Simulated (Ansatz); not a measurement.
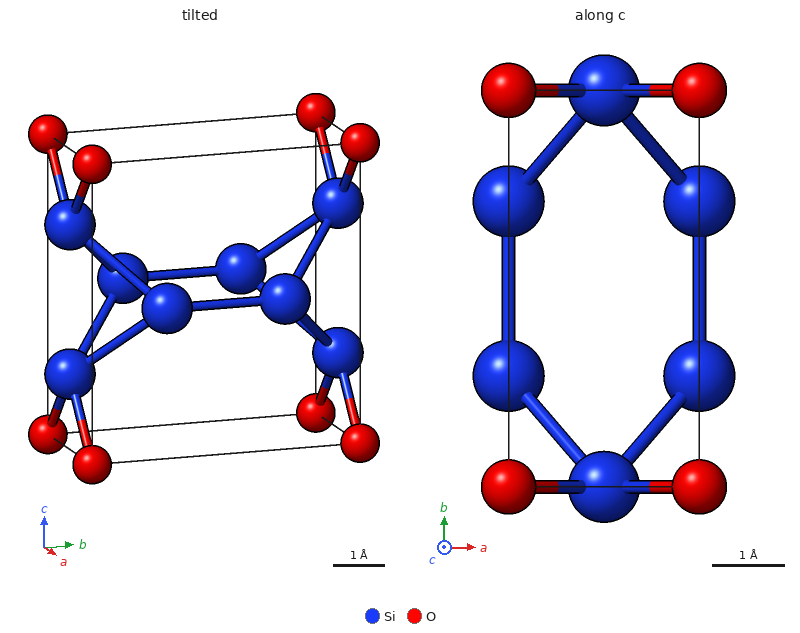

An orthographic ball-and-stick view of the structure, slightly off an axis and along the c axis. The parallelepiped is the conventional unit cell. Cell: a = 2.68 Å, b = 5.58 Å, c = 6.08 Å, α = 90.00°, β = 90.00°, γ = 90.00°.

Its origin is a random cell made by a generator, so it need not be a real form of the compound. Earlier steps of the study, as a rule a relaxation of our own, may have changed the cell and positions, so they can lie some per cent off the listed ones. It was run through Ansatz as a DFT input.

**State composition, symmetry and coordination.**

The stoichiometry is Si4O. It is primitive orthorhombic, space group Pmmm (No. 47). Cell content 4 Si, 1 O; Z = 1. The coordination, counted out to bonding distance, is Si 5 to 6 (mean 5.5) and O 4.

Run with DFT PBE, scalar-relativistic, plane waves, PAW in Ansatz 0.2.0 and these settings: cutoff 420 eV, k-points about 0.17 Å⁻¹ apart, Gaussian smearing of 0.1 eV, no spin polarisation.

**Is it conducting or gapped at this level?**

A metal: bands cross the Fermi level.

**What does a Bader analysis give?**

Si -0.01 to +0.78 e; O -1.55 e.

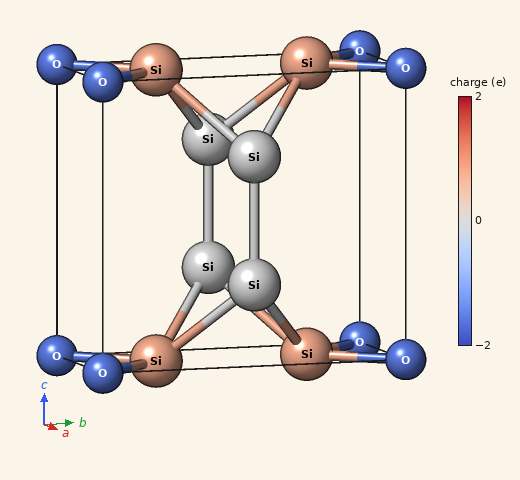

The atoms coloured by those charges. The run's cell of 5 atoms is drawn, so axes and origin can differ from the first picture.

**Can this geometry be taken as optimised?**

Yes. All forces vanish to within 0.01 eV/Å. The pressure is 0.0 GPa, close to zero.
